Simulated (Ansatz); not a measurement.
**C: a changed input and its effect**

System: C (P6₃/mmc, 4 atoms in the cell).
Method of run A: DFT PBE+D3(BJ), scalar-relativistic, plane waves, PAW, no spin polarisation (Ansatz 0.2.0).

The structure derives from an entry of the Crystallography Open Database. Text and figures count atoms from 1; the logs count them from 0 in places.

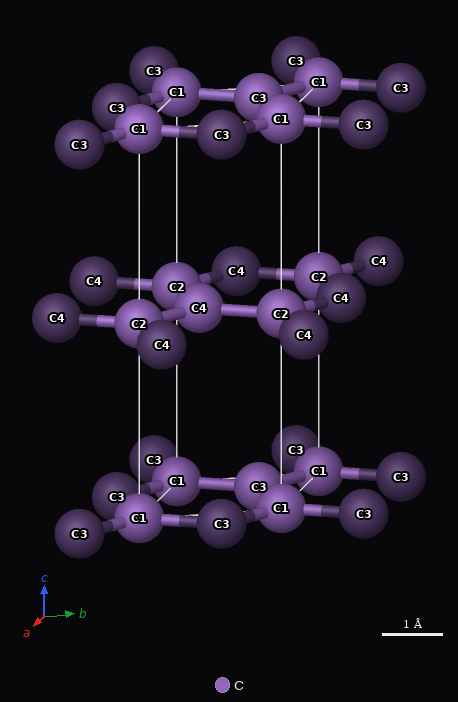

Fig. 1: The input geometry (ball-and-stick view of the cell of the calculation, seen slightly off an axis; neighbours outside the cell are drawn fainter; atoms are numbered from 1 in the order of the input). Near neighbours in the crystal (not all of them lie inside the picture): C has 3 C at 1.42 Å.

## Input file, run A
```yaml
crystal:
  lattice:
    - [2.4649634462, 0.0, 0.0]
    - [-1.2324817231, 2.1347209638, 0.0]
    - [0.0, 0.0, 6.7405386541]
  atoms:
    - { symbol: C, position: [0.0, 0.0, 0.0025000114] }
    - { symbol: C, position: [0.0, 0.0, 0.5025000114] }
    - { symbol: C, position: [0.3333333333, 0.6666666667, 0.0024999886] }
    - { symbol: C, position: [0.6666666667, 0.3333333333, 0.5024999886] }
basis:
  ecutwfc: 420
kpoints:
  mp_grid: { grid: [15, 15, 5] }
hamiltonian:
  xc: pbe
  dispersion: d3bj
scf:
  occupations: { method: gaussian, width: 0.1 }
output:
  forces: true
  stress: true
  eigenvalues: true
```

Launched with:
```bash
ansatz run input.yaml --threads 2 --pin off --max-ram 6144MiB --backend cpu --events-out ev --progress --plain --runs-dir out
```

Hardware: 2 threads of an x86-64 CPU, shared host.

## Output, shortened to warnings, some set-up lines, iterations and results (run A)
```
Basis set: ecut = 420 eV, 665 PW (Γ), exchange–correlation on 36×36×96 points (8 copies of the dense FFT grid, shifted against one another)
Symmetry: 24 space group operations
k-points: 81 of 1125
Initial density: superposition of atomic densities (neutral atoms: chi_scale 0, normalization atom), corrected by the library's trained network
[...]
SCF iter   1: F=—  HF=-1004.337613 eV  |F-HF|=—  |Δ(HF+E_count)|=         —  Δρ=2.59e-3  dr2=1.99e-3  ethr=1.77e-3  ⟨swp⟩=5.5  Hψ=5290  notcnv=0
SCF iter   2: F=—  HF=-1004.338153 eV  |F-HF|=—  |Δ(HF+E_count)|=   5.40e-4  Δρ=1.57e-3  dr2=8.79e-4  ethr=1.24e-5  ⟨swp⟩=1.9  Hψ=2010  notcnv=0
SCF iter   3: F=—  HF=-1004.338134 eV  |F-HF|=—  |Δ(HF+E_count)|=   1.89e-5  Δρ=2.93e-4  dr2=1.20e-5  ethr=5.49e-6  ⟨swp⟩=2.1  Hψ=1621  notcnv=0
SCF iter   4: F=—  HF=-1004.338161 eV  |F-HF|=—  |Δ(HF+E_count)|=   2.69e-5  Δρ=5.70e-5  dr2=7.51e-7  ethr=7.49e-8  ⟨swp⟩=2.3  Hψ=1552  notcnv=0
SCF iter   5: F=-1004.338162 eV  HF=-1004.338162 eV  |F-HF|=9.24e-9  |Δ(HF+E_count)|=   3.65e-7  Δρ=1.29e-5  dr2=2.80e-8  ethr=4.70e-9  ⟨swp⟩=2.4  Hψ=1618  notcnv=0
SCF iter   6: F=-1004.338162 eV  HF=-1004.338162 eV  |F-HF|=2.86e-10  |Δ(HF+E_count)|=   2.92e-9  Δρ=1.93e-6  dr2=4.21e-10  ethr=1.75e-10  ⟨swp⟩=2.2  Hψ=3627  notcnv=0
SCF 1 converged in 6 iterations: F = -1004.338162 eV  dr2 = 4.21e-10
SCF converged after 6 iterations
Free energy (F): -1004.338162 eV
Harris-Foulkes:  -1004.338162 eV  (|F-HF|=2.86e-10)
Internal energy: -1004.337164 eV  (E = F + TS)
E sigma→0 (E₀):  -1004.337663 eV
Entropy (-TS):   -0.000998 eV (-0.249 meV/atom)
Fermi energy:    6.927083 eV
--- Per-component energies (eV) ---
  E_band       = -35.119312
  E_kinetic    = 363.780039
  E_local      = -615.772383  (includes V_loc(G=0)·N_el)
  E_nonlocal   = 109.223760
  E_hartree    = 186.349495
  E_xc         = -192.075708
  E_vxc        = -237.829415  (∫ρ·V_xc dr)
  E_paw        = -397.381015  (= ΣΔE_a)
  E_vpaw       = -27.220058  (= ΣTr[D̂ρ^β])
  E_aug_tail   = 0.000030  (compensation charges beyond the density's cutoff)
  E_ewald      = -457.839303
  E_disp       = -0.622078  (pairwise vdW)
  E_smearing   = -0.000998  (= −TS)
  E_closure    = 0.000000  (closes the sum)
  Σ components = -1004.338162   (vs F -1004.338162, Δ=0.00e0)
--- Forces (eV/Å), atoms counted from 1 ---
  atom   1  C     -0.00000000     0.00000000    -0.00000000
  atom   2  C      0.00000000    -0.00000000     0.00000000
  atom   3  C     -0.00000000    -0.00000000     0.00000000
  atom   4  C      0.00000000     0.00000000    -0.00000000
  max |Σ_I F_I| component: 1.48e-16 eV/Å
--- Stress (GPa, compression-positive) ---
        0.026149      -0.000000       0.000000
       -0.000000       0.026149       0.000000
        0.000000       0.000000      -0.046449
  P = ⅓ Tr σ = 0.0019 GPa (0.019 kbar)
```

For run B the input was changed thus:
```diff
-  ecutwfc: 420
+  ecutwfc: "44.1 Ry"
-  mp_grid: { grid: [15, 15, 5] }
+  mp_grid: { grid: [5, 5, 2] }
+  n_extra_bands: 1
```

What does this change do to the results?

The free energy of run B is 5.6 meV per atom higher, the joint effect of these numerical settings, which can't be told apart here. A gap of 2.54 eV opens on the mesh, where run A has none. Between meshes this is a matter of sampling: the true gap is no larger than the smaller value. The number of SCF iterations is the same. The irreducible k-points go from 81 to 10. The plane waves at Γ go from 665 to 1167.

## Output, shortened to warnings, some set-up lines, iterations and results (run B)
```
Basis set: ecut = 600.0110667240353 eV, 1167 PW (Γ), exchange–correlation on 40×40×108 points (8 copies of the dense FFT grid, shifted against one another)
Symmetry: 24 space group operations
k-points: 10 of 50
Initial density: superposition of atomic densities (neutral atoms: chi_scale 0, normalization atom), corrected by the library's trained network
[...]
SCF iter   1: F=—  HF=-1004.315601 eV  |F-HF|=—  |Δ(HF+E_count)|=         —  Δρ=2.98e-3  dr2=2.55e-3  ethr=1.77e-3  ⟨swp⟩=4.9  Hψ=562  notcnv=0
SCF iter   2: F=—  HF=-1004.315489 eV  |F-HF|=—  |Δ(HF+E_count)|=   1.12e-4  Δρ=1.17e-3  dr2=2.32e-4  ethr=1.60e-5  ⟨swp⟩=2.5  Hψ=248  notcnv=0
SCF iter   3: F=—  HF=-1004.315680 eV  |F-HF|=—  |Δ(HF+E_count)|=   1.92e-4  Δρ=5.20e-4  dr2=5.40e-5  ethr=1.45e-6  ⟨swp⟩=2.0  Hψ=170  notcnv=0
SCF iter   4: F=—  HF=-1004.315670 eV  |F-HF|=—  |Δ(HF+E_count)|=   1.07e-5  Δρ=2.03e-4  dr2=3.12e-6  ethr=3.37e-7  ⟨swp⟩=2.0  Hψ=166  notcnv=0
SCF iter   5: F=-1004.315683 eV  HF=-1004.315683 eV  |F-HF|=1.24e-7  |Δ(HF+E_count)|=   1.33e-5  Δρ=1.68e-5  dr2=2.79e-8  ethr=1.95e-8  ⟨swp⟩=2.1  Hψ=170  notcnv=0
SCF iter   6: F=-1004.315683 eV  HF=-1004.315683 eV  |F-HF|=1.05e-9  |Δ(HF+E_count)|=   1.32e-7  Δρ=2.44e-6  dr2=9.21e-10  ethr=1.74e-10  ⟨swp⟩=2.6  Hψ=396  notcnv=0
SCF 1 converged in 6 iterations: F = -1004.315683 eV  dr2 = 9.21e-10
SCF converged after 6 iterations
Free energy (F): -1004.315683 eV
Harris-Foulkes:  -1004.315683 eV  (|F-HF|=1.05e-9)
Internal energy: -1004.315683 eV  (E = F + TS)
E sigma→0 (E₀):  -1004.315683 eV
Fermi energy:    6.957020 eV
--- Per-component energies (eV) ---
  E_band       = -35.032984
  E_kinetic    = 363.833810
  E_local      = -615.973673  (includes V_loc(G=0)·N_el)
  E_nonlocal   = 109.356367
  E_hartree    = 186.413305
  E_xc         = -192.035214
  E_vxc        = -237.776335  (∫ρ·V_xc dr)
  E_paw        = -397.448902  (= ΣΔE_a)
  E_vpaw       = -27.299838  (= ΣTr[D̂ρ^β])
  E_aug_tail   = 0.000005  (compensation charges beyond the density's cutoff)
  E_ewald      = -457.839303
  E_disp       = -0.622078  (pairwise vdW)
  E_smearing   = -0.000000  (= −TS)
  E_closure    = 0.000000  (closes the sum)
  Σ components = -1004.315683   (vs F -1004.315683, Δ=0.00e0)
--- Forces (eV/Å), atoms counted from 1 ---
  atom   1  C     -0.00000000     0.00000000    -0.00000000
  atom   2  C     -0.00000000    -0.00000000     0.00000000
  atom   3  C      0.00000000    -0.00000000     0.00000000
  atom   4  C     -0.00000000     0.00000000    -0.00000000
  max |Σ_I F_I| component: 2.96e-16 eV/Å
--- Stress (GPa, compression-positive) ---
        0.416105      -0.000000       0.000000
       -0.000000       0.416105       0.000000
        0.000000       0.000000      -0.567029
  P = ⅓ Tr σ = 0.0884 GPa (0.884 kbar)
```

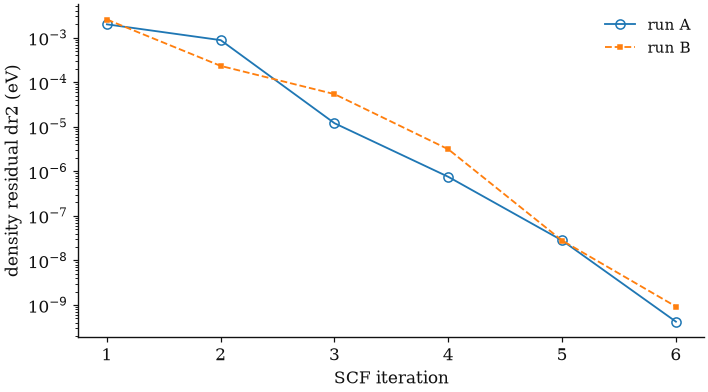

Fig. 2: Convergence of the two runs: density residual dr2 against the SCF iteration. Run A takes 6 iterations in all, and run B takes 6.

## The two runs side by side

| quantity | run A | run B |
| --- | --- | --- |
| outcome | converged | converged |
| free energy per atom (eV) | −251.0845 | −251.0789 |
| gap on the mesh (eV) | 0.00 | 2.54 |
| pressure (GPa) | 0.00 | 0.09 |
| largest force (eV/Å) | 0.000 | 0.000 |
| SCF iterations | 6 | 6 |
| irreducible k-points | 81 | 10 |
| plane waves at Γ | 665 | 1167 |

For run B: These settings are looser than, or depart from, a standard set-up, so the numbers are not reference values for this system.
